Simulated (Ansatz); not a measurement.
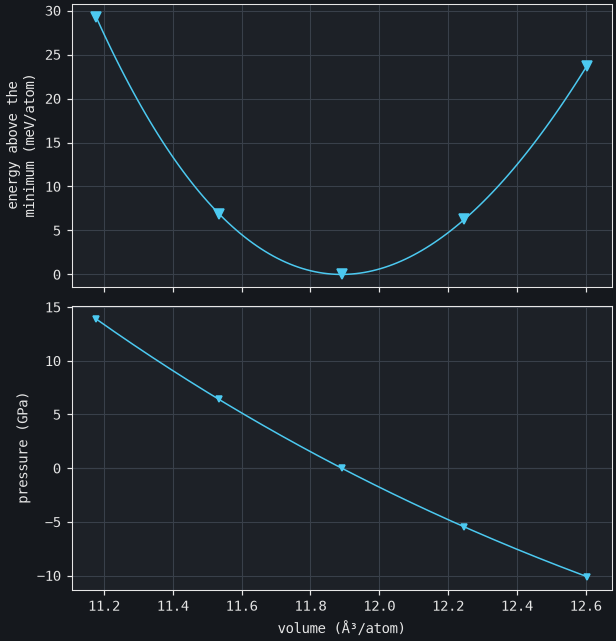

The plot gives the computed energy above the minimum and pressure against volume for Ti₂O, space group P-3m1 (No. 164).

The given structure:
```cif
data_structure
_symmetry_space_group_name_H-M 'P 1'
_symmetry_Int_Tables_number 1
_cell_length_a 2.9530
_cell_length_b 2.9530
_cell_length_c 4.7237
_cell_angle_alpha 90.000
_cell_angle_beta 90.000
_cell_angle_gamma 120.000
_cell_volume 35.67
loop_
_atom_site_label
_atom_site_type_symbol
_atom_site_fract_x
_atom_site_fract_y
_atom_site_fract_z
_atom_site_occupancy
Ti1 Ti 0.66667 0.33333 0.26267 1
Ti2 Ti 0.33333 0.66667 0.73733 1
O1 O 0.00000 0.00000 0.00000 1
```

Computed with Ansatz 0.2.0: third-order Birch-Murnaghan fit to density functional energies at scaled volumes of the given relaxed cell, shape and atoms relaxed at each volume; energies count from the fitted minimum; plane waves with PAW datasets, Γ-centred k mesh. Level: PBEsol, no spin polarisation.

| setting | value |
| --- | --- |
| wave cutoff | 420 eV |
| k mesh | 18×18×10 |
| occupations | Gaussian |
| smearing width | 0.1 eV |

### Give the fitted equation-of-state parameters.

A third-order Birch–Murnaghan fit gives V0 = 11.89 Å³/atom, B0 = 197 GPa and B′ = 4.3.

### Read off the course of the pressure.

It falls from 13.90 GPa at volume 11.177 Å³/atom to −10.10 GPa at 12.604 Å³/atom, and changes sign near 11.89 Å³/atom.

Limits of the calculation: no spin polarisation, a magnetic state may lie lower.

The computed values:

```csv
volume (Å³/atom),energy above the minimum (meV/atom),pressure (GPa)
11.177,29.3,13.90
11.534,6.9,6.41
11.891,0.0,0.00
12.247,6.3,-5.46
12.604,23.7,-10.10
```
